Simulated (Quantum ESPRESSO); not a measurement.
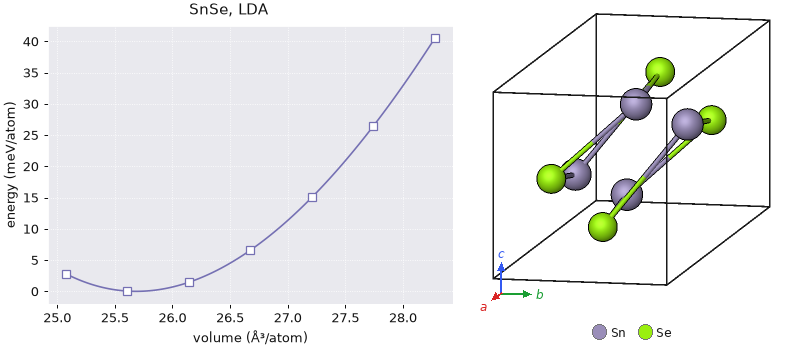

The picture above shows the energy against volume for SnSe, space group Pnma (No. 62). The conventional cell is drawn beside the plot.

Structure:
```
CELL_PARAMETERS angstrom
11.42000 0.00000 0.00000
0.00000 4.19000 0.00000
0.00000 0.00000 4.46000
ATOMIC_POSITIONS crystal
Sn 0.87700 0.75000 0.90900
Sn 0.62300 0.25000 0.40900
Sn 0.37700 0.75000 0.59100
Sn 0.12300 0.25000 0.09100
Se 0.64300 0.75000 0.98400
Se 0.85700 0.25000 0.48400
Se 0.14300 0.75000 0.51600
Se 0.35700 0.25000 0.01600
```

Method: plane-wave DFT, no spin polarisation; energies at scaled volumes of the given cell, shape and fractions fixed, counted from the fit's minimum, third-order Birch-Murnaghan fit (Quantum ESPRESSO 7.5). Level: LDA.

- k mesh: 3×5×5
- occupations: Fermi–Dirac
- smearing width: 0.05 eV
- potentials: JTH 2.0 LDA
- wave cutoff: 489.8 eV
- density cutoff: 2939 eV

From this curve and the settings, what does the calculation give for the pressure at the same points?

The pressure falls from 1.07 GPa at volume 25.08 Å³/atom to −4.97 GPa at 28.28 Å³/atom, and changes sign near 25.51 Å³/atom.

```
volume (Å³/atom)  pressure (GPa)
           25.08            1.07
           25.61           -0.24
           26.14           -1.41
           26.68           -2.46
           27.21           -3.39
           27.74           -4.23
           28.28           -4.97
```

Limits of the calculation: shape and atomic fractions are frozen while scaling, which makes layered, chain and framework solids too stiff.
